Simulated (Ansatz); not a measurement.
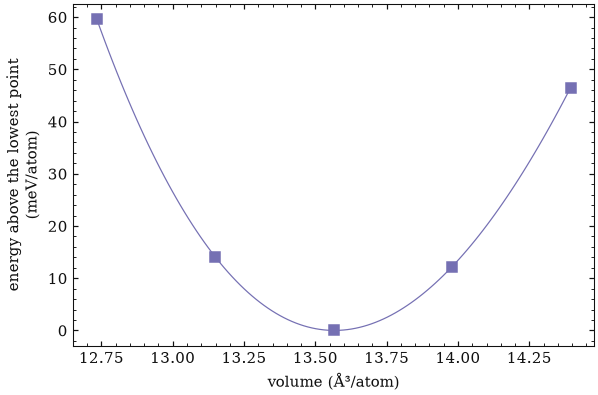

The plot gives the computed energy above the lowest point against volume for Ru, space group Fm-3m (No. 225) (one of a set of cubic test structures, which need not be the stable phase).

Method: equation of state of a cubic crystal from periodic Kohn-Sham density functional theory without spin, third-order Birch-Murnaghan fit to the free energies; pressure corrected for the finite basis (Ansatz 0.2.0 development build). Level: r2SCAN.

- structure type: fcc
- atoms in cell: 1
- space group number: 225
- lattice centring: face-centred primitive
- k mesh: 15×15×15
- occupation method: Fermi–Dirac
- occupation width: 0.1 eV
- wave cutoff: 990 eV
- datasets: hand-made PAW
- density tolerance: 1e−09 eV
- bands: 12
- density cutoff ratio: 6
- search for lower states: default
- xc grid level: 2

From this curve and the settings, what does the calculation give for the pressure at the same points?

The pressure falls from 24.4 GPa at volume 12.73 Å³/atom to −17.0 GPa at 14.39 Å³/atom, and changes sign near 13.57 Å³/atom.

```tsv
volume (Å³/atom)	pressure (GPa)
12.73	24.4
13.15	11.1
13.56	0.1
13.98	-9.2
14.39	-17.0
```

Note: cubic model structure, not the ambient form; modest k-mesh, values are not fully converged in k.
